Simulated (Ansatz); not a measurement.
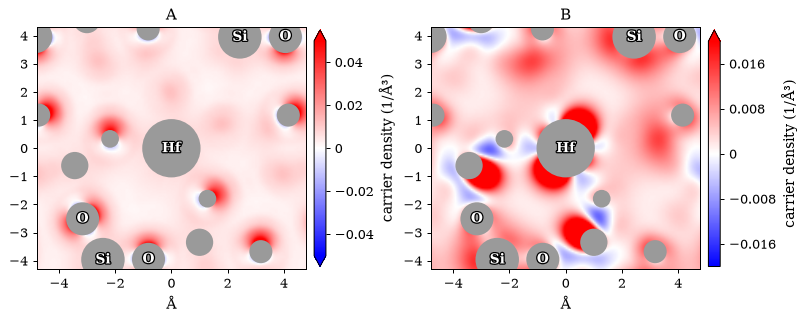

HfSiO4, doped once with holes and once with electrons (0.5 e in the calculation's cell of 12 atoms, uniform background, atoms fixed). Each panel shows the carrier's density (positive where it sits) on the (111) plane of the conventional cell; grey discs cover the cores. Cores are masked to 1.0 Å (Hf), 0.8 Å (Si) and 0.6 Å (O).

Space group I4_1/amd; not relaxed (largest force 0.3 eV/Å); the calculation finds a residual pressure of about 8 GPa at this fixed cell.

All numbers below come from DFT PBE, scalar-relativistic, plane waves, PAW in Ansatz.

### Which panel shows the hole and which the electron?

A is the hole: outside the cores it is densest at the edge of the masked core of O; it divides as O about 90 %, Hf about 10 % and Si little. B is the electron: outside the cores it is densest at the edge of the masked core of Hf; it divides as O about 60 %, Hf about 35 % and Si little. Shares are sums over atomic cells sized by the Bader volumes, which fill 15 % (Hf), under 10 % (Si) and 80 % (O) of the cell, so only an excess over these marks a preference; they are shares of the net change, screening included, and the band-edge orbitals themselves can be more concentrated.

Run times: 54 s (hole) and 52 s (electron), on 2 threads of Intel(R) Xeon(R) 6975P-C (Granite Rapids) (shared host).
